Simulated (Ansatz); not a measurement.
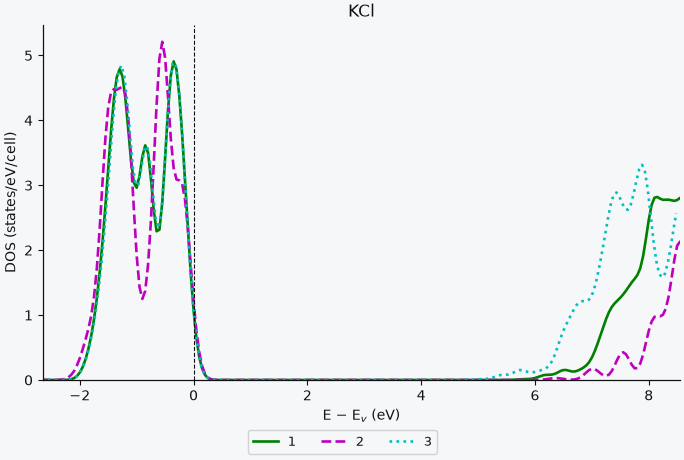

Total densities of states of KCl, space group Pm-3m, 2 atoms in the cell, by three methods on the same cell. The curves are built from the levels of the k mesh with Gaussians 0.3 eV wide, which also blur the band edges. Each is counted from its own valence-band top.

Q: Which curve is which? The methods: HSE06, PBE, r2SCAN.

A: 1 is r2SCAN; 2 is HSE06; 3 is PBE. r2SCAN gives a gap of 5.80 eV, HSE06 gives a gap of 6.37 eV and PBE gives a gap of 5.03 eV.

Settings. r2SCAN: DFT, r2SCAN, plane waves, PAW, no spin polarisation, 8×8×8 k mesh, 500 eV cutoff (Ansatz). HSE06: DFT, HSE06, plane waves, PAW, no spin polarisation, 6×6×6 k mesh, 420 eV cutoff (Ansatz). PBE: DFT, PBE, plane waves, PAW, no spin polarisation, 8×8×8 k mesh, 420 eV cutoff (Ansatz 0.2.0).
